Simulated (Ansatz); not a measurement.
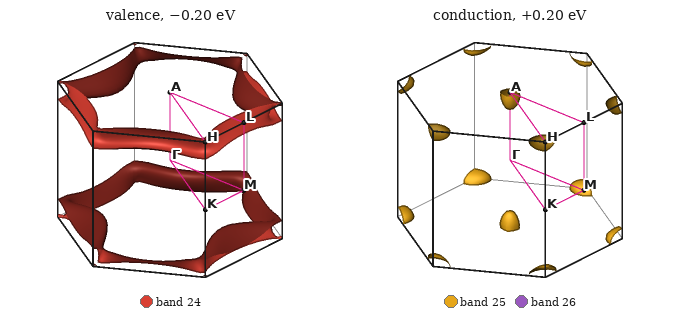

Se (P3_121): constant-energy surfaces at both band edges (energies from each edge).

Level of theory: DFT PBE, scalar-relativistic, plane waves, PAW; levels and slopes on a dense k mesh at the converged density (Ansatz 0.2.0). No spin polarisation. Mesh 24×24×18, interpolated with the band slopes. The geometry was not relaxed (largest force 0.4 eV/Å).

Masses come from a second pass at points close to the extrema; at the energies drawn a band may no longer be parabolic.

What kind of gap has this crystal, and what size does the calculation give?

The gap is indirect, 1.02 eV at this level of theory, which underestimates gaps and can reorder valleys that lie close.

Give the valleys and their effective masses.

Valence band (extrema up to 0.20 eV from the edge): three equivalent maxima at L, nearly flat in one direction, with masses 0.13 and 2.84 mₑ across. Band 24 forms the valence edge.
Conduction band (extrema up to 0.20 eV from the edge): two equivalent minima at H, principal masses 0.15, 0.30 and 0.30 mₑ; two equivalent minima on the Γ–A line, 0.16 eV above the edge, principal masses 0.43, 0.43 and 0.83 mₑ. Band 25 forms the conduction edge; band 26 begins 0.18 eV higher (at A). The surfaces also take in A, where this band lies 0.18 eV above its edge.

Where one band's surface lies inside another's, the outer one hides all or part of it.

Spin-orbit coupling, left out here, can change the gap, its kind, the place of the band edges and the masses, since the compound holds Se.

Time for the whole run: 2.1 min on 1 thread of Intel(R) Xeon(R) Platinum 8375C CPU @ 2.90GHz (Ice Lake), on a shared host, peak memory 1.4 GiB.
